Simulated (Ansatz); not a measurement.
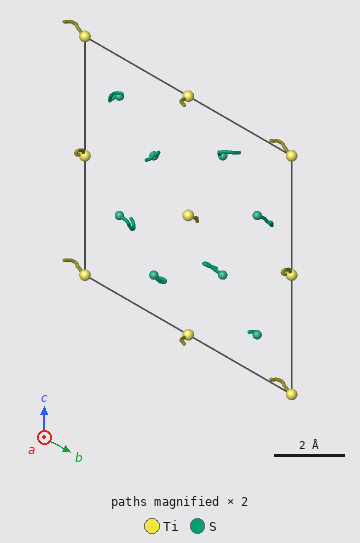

Molecular dynamics of a 12-atom cell of TiS2 (built on the measured structure type), 60 fs long. Dots mark each atom's position at evenly spaced times, in the colour of its element; spheres stand at the starting positions. The excursions are magnified 2 times. Seen along the a axis in the reduced simulation cell.

All numbers below come from DFT, r2SCAN, plane waves, PAW (Ansatz 0.2.0). Run with plane-wave cutoff 500 eV; k-point mesh 3 × 3 × 3; Fermi-Dirac smearing 0.146 eV; Langevin thermostat (NVT); set temperature 1700 K; time step 1.5 fs.

Question: How do the atoms move?

Answer: Root-mean-square distances from the starting positions over the second half, with the common drift of all atoms taken out: Ti 0.28 Å, S 0.23 Å. The run lasts only 60 fs, too short to tell vibration from diffusion. The mean temperature in the second half is 1012 K (standard deviation 157 K). That is still far from the set 1700 K: the thermostat hasn't settled it within this run. The potential energy in the second half lies on average 133 meV per atom above the first frame.

Limits of the set-up: layers or molecules are held without a dispersion correction, so their spacing is unreliable.
